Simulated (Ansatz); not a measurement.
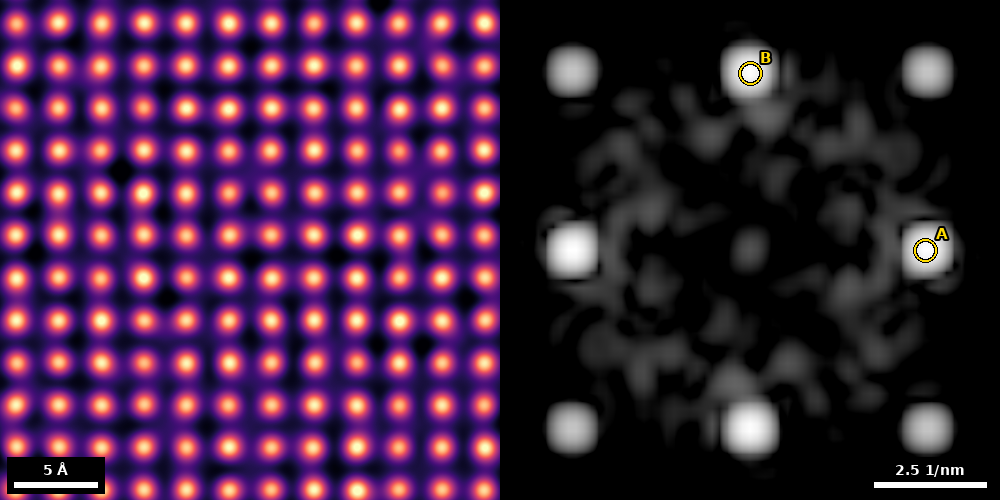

Z-contrast image of a crystal. Simulated incoherent Z contrast: every atom adds Z^1.7 spread by a probe of 1.29 Å full width; channelling and multiple scattering are left out. The probe carries 15 % of its weight in a tail 2.5 times as wide. The speckle of an amorphous layer was added.

The right panel is the modulus of the image's Fourier transform on a logarithmic scale.

Which lattice spacings do the marked spots stand for, and what angle do A and B enclose?

Answer. A: 2.6 Å, B: 2.5 Å; A and B enclose about 90°.

The crystal is Ge (C2/m, No. 12) along [100]; the spots are (0 -2 0) and (0 0 -1). Atomic positions: the geometry relaxed with Ansatz 0.2.0, DFT PBE, scalar-relativistic, plane waves, PAW; the starting structure was generated, so it need not be a known form of this composition.
